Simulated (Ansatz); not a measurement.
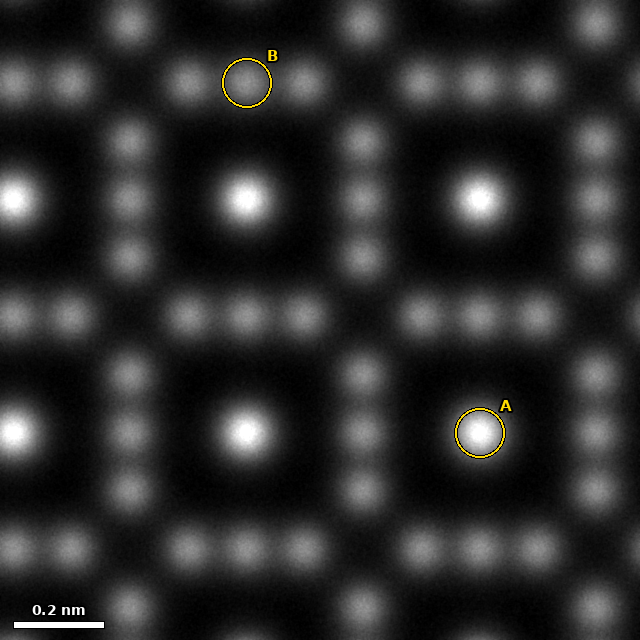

iDPC-like image of Ti (Pm-3n, No. 223) along [001]. Simulated as the projected potential of neutral atoms (B = 0.3 Å²) blurred by a 0.65 Å probe, the thin-sample limit of integrated differential phase contrast. Shot noise was added. Structure used: the geometry given to an electronic-structure calculation, possibly off equilibrium; the starting structure was generated, so it need not be a known form of this composition.

```cif
data_structure
_symmetry_space_group_name_H-M 'P 1'
_symmetry_Int_Tables_number 1
_cell_length_a 5.2355
_cell_length_b 5.2355
_cell_length_c 5.2355
_cell_angle_alpha 90.000
_cell_angle_beta 90.000
_cell_angle_gamma 90.000
_cell_volume 143.51
loop_
_atom_site_label
_atom_site_type_symbol
_atom_site_fract_x
_atom_site_fract_y
_atom_site_fract_z
_atom_site_occupancy
Ti1 Ti 0.00000 0.00000 0.00000 1
Ti2 Ti 0.50000 0.50000 0.50000 1
Ti3 Ti 0.25000 0.00000 0.50000 1
Ti4 Ti 0.75000 0.00000 0.50000 1
Ti5 Ti 0.50000 0.25000 0.00000 1
Ti6 Ti 0.50000 0.75000 0.00000 1
Ti7 Ti 0.00000 0.50000 0.25000 1
Ti8 Ti 0.00000 0.50000 0.75000 1
```

Assign the marked columns.

Answer. A: Ti (2 Ti per 5.24 Å along the beam; the brightest kind). B: Ti (1 Ti per 5.24 Å along the beam; about 50 % of the brightest peak). Brightness is counted from the darkest point of the image.
